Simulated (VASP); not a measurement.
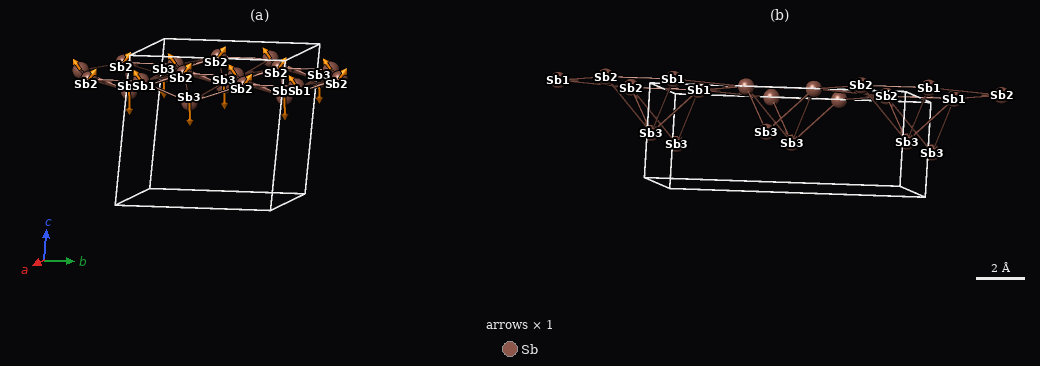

The structure of solid Sb (a generated structure, set up in Cm) before (left) and after (right) a relaxation, at one scale. The orange arrows give the displacements (the part carried along by the change of the cell is left out), at their true length.

A ball-and-stick model of the conventional cell (2 times the calculation's cell), seen slightly off an axis. Lengths and directions refer to the drawn axes.

The run lets cell and atoms move.

Theory: Kohn-Sham DFT of a periodic cell, PBE, VASP PAW PBE potentials, recommended (VASP 6.6.1).

Input
```
  PREC = Accurate
  ENCUT = 600
  EDIFF = 1E-6
  ISMEAR = 0
  SIGMA = 0.1
  LREAL = False
  LASPH = True
  NELM = 100
  ALGO = Normal
  ISIF = 3
  LWAVE = False
  LCHARG = False
  GGA = PE
  IBRION = 2
  NSW = 90
  EDIFFG = -0.04
```

Command:
```bash
cat potpaw_PBE.64/Sb/POTCAR > POTCAR
mpirun -np 1 vasp_std > vasp.out
```

### Describe what moved and what it gained.

The relaxation stopped without meeting its thresholds, so the last structure isn't shown to be converged. Over 89 geometry steps the energy falls by 2492 meV per atom. Largest force component: 6.4 eV/Å at the start, 0.14 eV/Å at the end. Pressure: 36.57 GPa at the start and 0.25 GPa at the end. The largest move relative to the cell is that of Sb3, 1.09 Å along [−1 0 −3]. The volume changes by −17.9 %, with a 5.644 → 4.253 Å (−24.6 %), b 6.742 → 11.091 Å (+64.5 %), c 6.503 → 3.997 Å (−38.5 %), β 111.9° → 90.0°. Some distances before and after: Sb1–Sb3 7.162 → 3.463 Å, Sb1–Sb3 (another image) 5.480 → 3.021 Å, Sb1–Sb3 (another image) 2.431 → 4.578 Å, Sb1–Sb3 (another image) 2.655 → 3.528 Å. Bonds break, among them: Sb1–Sb3 (2.43 → 4.58 Å), Sb2–Sb3 (2.43 → 4.58 Å). Bond angles that change, for instance: Sb2–Sb1–Sb2 136.6° → 78.4°, Sb2–Sb1–Sb2 111.7° → 140.8°. The space group stays Cm (No. 8). The volume changes by over a tenth within one run on a fixed set of plane waves, so the end point should be relaxed again from the new cell.
